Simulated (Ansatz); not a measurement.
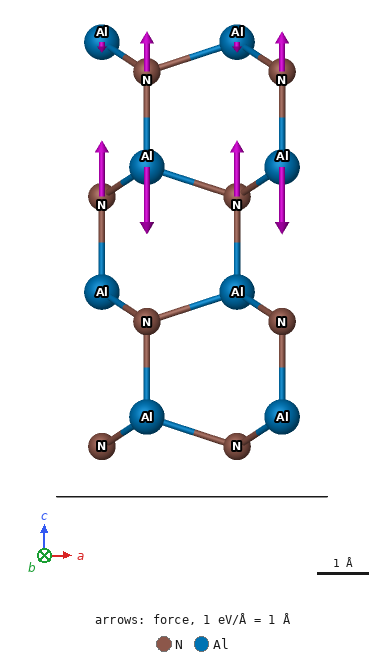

Starting geometry of a slab of composition AlN (cut from the P6_3mc phase) with the computed forces as purple arrows. A ball-and-stick model of the cell of the calculation, outlined in the plane, without the vacuum, seen along the b axis.

Case: clean slab, lower half held. The slab is the (0 0 1) face of AlN. 16 atoms are held fixed.

Theory: Ansatz, DFT PBE+D3(BJ), scalar-relativistic, plane waves, PAW.

Input
```yaml
crystal:
  lattice:
    - [6.2188310381, 0.0, 0.0]
    - [-3.1094155191, 5.3856656609, 0.0]
    - [0.0, 0.0, 25.0562460741]
  atoms:
    - { symbol: "N", position: [0.1666666667, 0.3333333333, 0.3392367705] }
    - { symbol: "N", position: [0.1666666667, 0.8333333333, 0.3392367705] }
    - { symbol: "N", position: [0.6666666667, 0.3333333333, 0.3392367705] }
    - { symbol: "N", position: [0.6666666667, 0.8333333333, 0.3392367705] }
    - { symbol: Al, position: [0.3333333333, 0.1666666667, 0.3627067362] }
    - { symbol: Al, position: [0.3333333333, 0.6666666667, 0.3627067362] }
    - { symbol: Al, position: [0.8333333333, 0.1666666667, 0.3627067362] }
    - { symbol: Al, position: [0.8333333333, 0.6666666667, 0.3627067362] }
    - { symbol: "N", position: [0.3333333333, 0.1666666667, 0.438588935] }
    - { symbol: "N", position: [0.3333333333, 0.6666666667, 0.438588935] }
    - { symbol: "N", position: [0.8333333333, 0.1666666667, 0.438588935] }
    - { symbol: "N", position: [0.8333333333, 0.6666666667, 0.438588935] }
    - { symbol: Al, position: [0.1666666667, 0.3333333333, 0.4620589006] }
    - { symbol: Al, position: [0.1666666667, 0.8333333333, 0.4620589006] }
    - { symbol: Al, position: [0.6666666667, 0.3333333333, 0.4620589006] }
    - { symbol: Al, position: [0.6666666667, 0.8333333333, 0.4620589006] }
    - { symbol: "N", position: [0.1666666667, 0.3333333333, 0.5379410994] }
    - { symbol: "N", position: [0.1666666667, 0.8333333333, 0.5379410994] }
    - { symbol: "N", position: [0.6666666667, 0.3333333333, 0.5379410994] }
    - { symbol: "N", position: [0.6666666667, 0.8333333333, 0.5379410994] }
    - { symbol: Al, position: [0.3333333333, 0.1666666667, 0.561411065] }
    - { symbol: Al, position: [0.3333333333, 0.6666666667, 0.561411065] }
    - { symbol: Al, position: [0.8333333333, 0.1666666667, 0.561411065] }
    - { symbol: Al, position: [0.8333333333, 0.6666666667, 0.561411065] }
    - { symbol: "N", position: [0.3333333333, 0.1666666667, 0.6372932638] }
    - { symbol: "N", position: [0.3333333333, 0.6666666667, 0.6372932638] }
    - { symbol: "N", position: [0.8333333333, 0.1666666667, 0.6372932638] }
    - { symbol: "N", position: [0.8333333333, 0.6666666667, 0.6372932638] }
    - { symbol: Al, position: [0.1666666667, 0.3333333333, 0.6607632295] }
    - { symbol: Al, position: [0.1666666667, 0.8333333333, 0.6607632295] }
    - { symbol: Al, position: [0.6666666667, 0.3333333333, 0.6607632295] }
    - { symbol: Al, position: [0.6666666667, 0.8333333333, 0.6607632295] }
basis:
  ecutwfc: 420
kpoints:
  mp_grid: { grid: [6, 6, 1] }
hamiltonian:
  xc: pbe
  dispersion: d3bj
scf:
  occupations: { method: gaussian, width: 0.05 }
output:
  forces: true
  eigenvalues: true
  write_density: true
  write_potential: true
  elf: true
  volumetric_format: npy
relax:
  adjacent_minimum: "off"
  f_tol: 0.03
  max_steps: 70
  constraints: [{ sites: [0, 1, 2, 3, 4, 5, 6, 7, 8, 9, 10, 11, 12, 13, 14, 15] }]
efield:
  axis: 3
  dipole_correction: true
  ramp_width: 0.04
```

Launched with:
```bash
ansatz run input.yaml --threads 4 --pin off --max-ram 10240MiB --backend cpu --events-out ev --progress --plain --runs-dir out
```

Is this structure relaxed? If not, where do the atoms go?

It isn't relaxed: the largest force vector, on Al atoms, is 1.34 eV/Å. The atoms end up moving mostly along the starting forces (cosine between the two patterns 0.93). The largest moves, 0.052 Å, are those of N17, N18, N19 and N20. N17 goes along the normal (+c). By element the largest moves are N 0.052 Å, Al 0.050 Å. The cell doesn't change. Some distances before and after: Al21–N25 1.901 → 1.981 Å, Al13–N17 1.901 → 1.954 Å, N17–Al21 1.889 → 1.860 Å, N25–Al29 1.889 → 1.868 Å. Bond angles that change, for instance: N18–Al24–N28 108.1° → 105.1°, Al15–N19–Al21 108.1° → 105.1°, Al23–N27–Al29 108.1° → 106.1°. After 3 geometry steps the energy has fallen by 0.298 eV per cell of the calculation. The largest force component goes from 1.3 to 0.014 eV/Å. The run took 59 s on 4 threads of Intel(R) Xeon(R) Platinum 8488C (Sapphire Rapids), on a shared host, peak memory 2 GiB.
